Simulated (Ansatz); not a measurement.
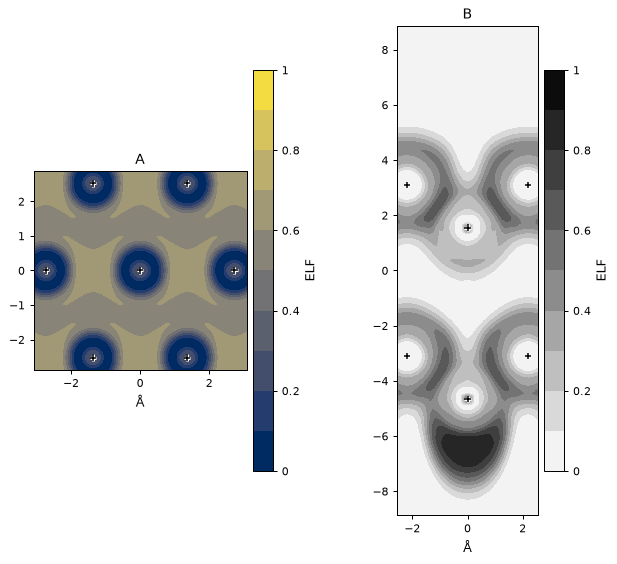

The electron localisation function of 2 systems, each on a plane through atoms (crosses mark nuclei in the plane).

Method: DFT PBE, scalar-relativistic, plane waves, PAW (Ansatz).

System 1: Ga4Sb3 (slab), the (100) plane of the calculation cell, a cut from vacuum to vacuum. Not relaxed (largest force 0.7 eV/Å); computed without spin polarisation.

```xyz
7
Lattice="4.3938 0.0000 0.0000 0.0000 4.3938 0.0000 0.0000 0.0000 19.3208" Properties=species:S:1:pos:R:3 pbc="T T T"
Ga    2.1969    2.1969    5.0000
Sb    2.1969    0.0000    6.5534
Ga    0.0000    0.0000    8.1070
Sb    0.0000    2.1969    9.6604
Ga    2.1969    2.1969   11.2138
Sb    2.1969    0.0000   12.7674
Ga    0.0000    0.0000   14.3207
```

System 2: Al, the (101̄) plane of the conventional cell. Space group I4/mmm; a structure from a database of computed crystals, not necessarily the ambient phase; changed on purpose from its base cell (biaxial strain in the a-b plane, c and atoms relaxed: -4.5 %); computed pressure about 5 GPa in this cell.

```cif
data_structure
_symmetry_space_group_name_H-M 'P 1'
_symmetry_Int_Tables_number 1
_cell_length_a 2.7293
_cell_length_b 2.7293
_cell_length_c 4.2358
_cell_angle_alpha 90.000
_cell_angle_beta 90.000
_cell_angle_gamma 90.000
_cell_volume 31.55
loop_
_atom_site_label
_atom_site_type_symbol
_atom_site_fract_x
_atom_site_fract_y
_atom_site_fract_z
_atom_site_occupancy
Al1 Al 0.00000 0.00000 0.00000 1
Al2 Al 0.50000 0.50000 0.50000 1
```

> Which map belongs to which system?

Panel A is system 2, Al: the plane holds Al. Al–Al (2.73 Å): the ELF peaks at about 0.70 between the atoms. Panel B is system 1, Ga4Sb3: the plane holds Ga and Sb. Ga–Sb (2.69 Å): the ELF peaks at about 0.65 between the atoms.
